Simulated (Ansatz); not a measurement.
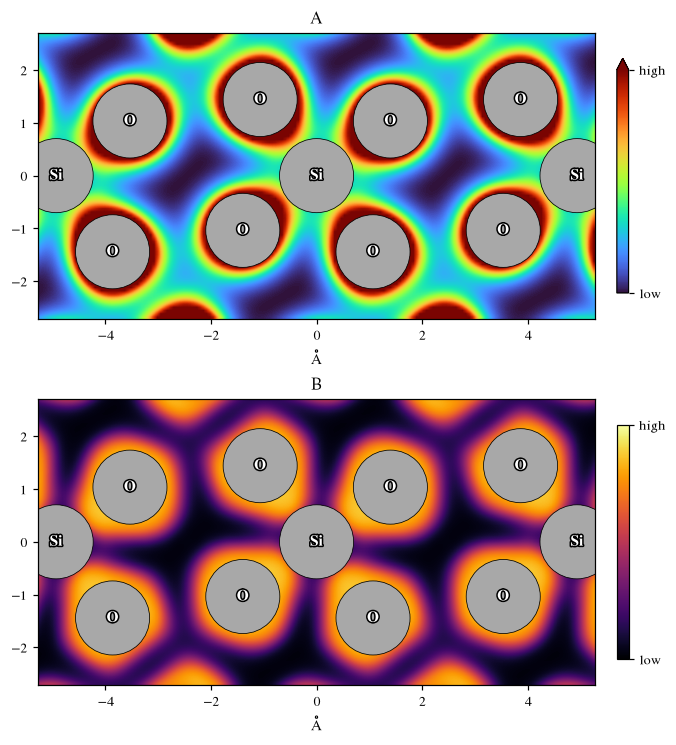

Si4O7 (distorted or defective cell): 2 fields on the (011̄) plane of the calculation cell, with unlabelled colour scales. Grey discs cover the atomic cores.

A point of a scan over the structure, not its minimum; changed on purpose from its base cell (O vacancy; atom 9 moved 0.000 of the way to it and -0.125 A across, host rigid); not relaxed (largest force 1.5 eV/Å); computed pressure about −2 GPa in this cell; PAW files of the earlier set (soft_1).

These are results of Ansatz 0.2.0, DFT LDA, scalar-relativistic, plane waves, PAW, not measurements.

Question: The panels show electron localisation function and valence pseudo-density in some order. Assign them.

Answer: Panel A: valence pseudo-density. Panel B: electron localisation function. From the grid: Si–O (1.75 Å): ρ is about 0.97 e/Å³ halfway; the ELF peaks at about 0.85 between the atoms. Si–O (1.80 Å): ρ at the midpoint is about 0.87 e/Å³; the ELF peaks at about 0.85 between the atoms.
